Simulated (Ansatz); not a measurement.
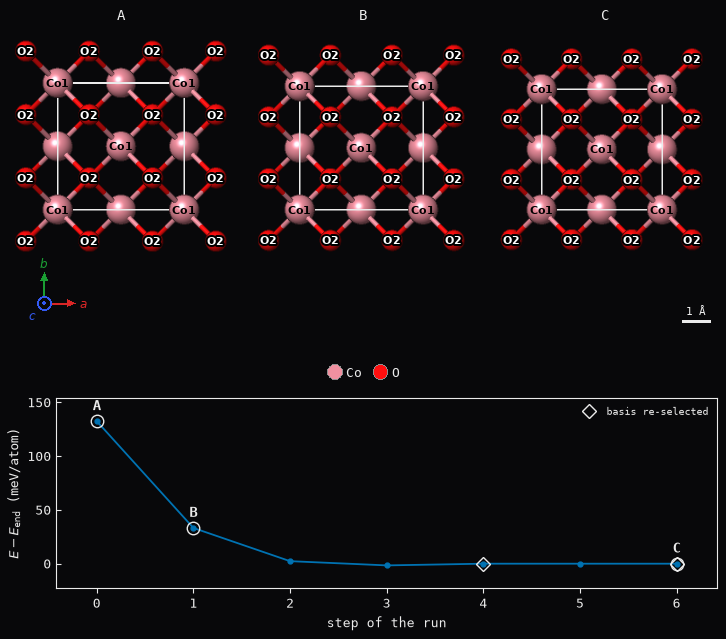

Frames of a relaxation of crystalline CoO (built on the zinc blende type), marked on the history of the run. Style: ball-and-stick. Shown: the conventional cell (4 times the calculation's cell), along the c axis. Lengths and directions refer to the drawn axes.

Case: no spin polarisation.

Level of theory: DFT r2SCAN, scalar-relativistic, plane waves, PAW (Ansatz). Set-up: plane-wave cutoff 500 eV; k-point mesh 14 × 14 × 14; occupations gaussian; smearing width 0.02 eV; no spin polarisation; cell and atoms relaxed; force threshold 0.01 eV/Å; at most 60 steps.

**Describe the path.**

The atoms keep their places relative to the cell (all moves are under 0.005 Å). The drawn cell changes as follows: a = b = c 4.542 → 4.320 Å (−4.9 %); the volume changes by −14.0 %. Among the contacts that change: Co1–O2 1.967 → 1.870 Å. The space group stays F-43m (No. 216). The energy falls by 133 meV per atom in 4 accepted moves (6 points after the start). All forces vanish by symmetry, so only the cell relaxes. Pressure: −22.47 GPa at the start and 0.00 GPa at the end. At 2 points the geometry stayed and the basis and grid were re-selected for the new cell (energy shift of 1.6 meV per atom at most each time). Cost: 44 s on 1 thread of Intel(R) Xeon(R) 6975P-C (Granite Rapids), on a shared host, peak memory 0.46 GiB. From step 0 to 1: volume −7.4 %, energy −99.3 meV per atom. From step 1 to 6: volume −7.1 %, energy −33.2 meV per atom.

Limits of the set-up: an element that often carries a moment was run without spin polarisation.
